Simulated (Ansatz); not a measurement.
System: BN.

Input file:

```
crystal:
  lattice:
    - [4.4312, 0.0, 0.0]
    - [0.0, 4.4312, 0.0]
    - [0.0, 0.0, 2.7665]
  atoms:
    - { symbol: B, position: [0.1741337327, 0.8258662673, 0.5] }
    - { symbol: B, position: [0.3258662673, 0.3258662673, 0.0] }
    - { symbol: B, position: [0.6741337327, 0.6741337327, 0.0] }
    - { symbol: B, position: [0.8258662673, 0.1741337327, 0.5] }
    - { symbol: "N", position: [0.8123909516, 0.8123909516, 0.5] }
    - { symbol: "N", position: [0.3123909516, 0.6876090484, 0.0] }
    - { symbol: "N", position: [0.6876090484, 0.3123909516, 0.0] }
    - { symbol: "N", position: [0.1876090484, 0.1876090484, 0.5] }
basis:
  ecutwfc: 520.0
kpoints:
  mp_grid: { grid: [6, 6, 10] }
hamiltonian:
  xc: pbesol
  pseudopotentials: { kind: paw, azcp: { folder: soft_1 } }
scf:
  occupations: { method: gaussian, width: 0.05 }
output:
  forces: true
  stress: true
  eigenvalues: true
  write_density: true
  write_potential: true
  elf: true
  volumetric_format: npy
```

Command:

```sh
ansatz run input.yaml --threads 2 --pin off --max-ram 4096MiB --backend cpu --events-out ev --progress --plain --runs-dir out
```

Below, planes, directions and counts refer to the conventional cell (a = 4.43 Å, b = 4.43 Å, c = 2.77 Å, α = 90.00°, β = 90.00°, γ = 90.00°).

Space group P4₂/mnm; a point of a scan over the structure, not its minimum; a structure from a database of computed crystals, not necessarily the ambient phase; computed pressure about −31 GPa in this cell; PAW files of the earlier set (soft_1).

Level of theory: DFT PBEsol, scalar-relativistic, plane waves, PAW (Ansatz).

### What can the converged valence pseudo-density and electron localisation function tell about the bonding?

B–N (1.63 Å): ρ at the midpoint is about 1.2 e/Å³; the ELF peaks at about 0.90 between the atoms (a shared but strongly polarised pair).

### Does the calculation give a band gap?

It is gapped, with a Kohn–Sham gap of 4.6 eV on the k-point mesh (the band edges may lie off the mesh, which would make the gap smaller).

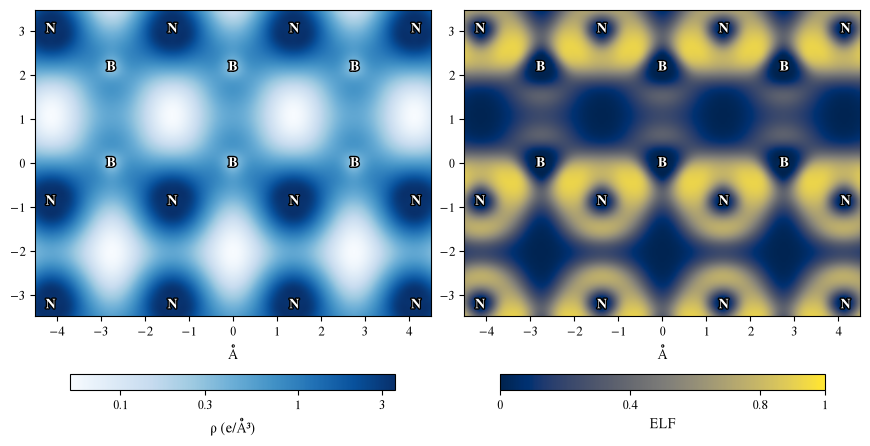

Computed valence pseudo-density and electron localisation function on the (11̄0) plane of the conventional cell, in this order. 
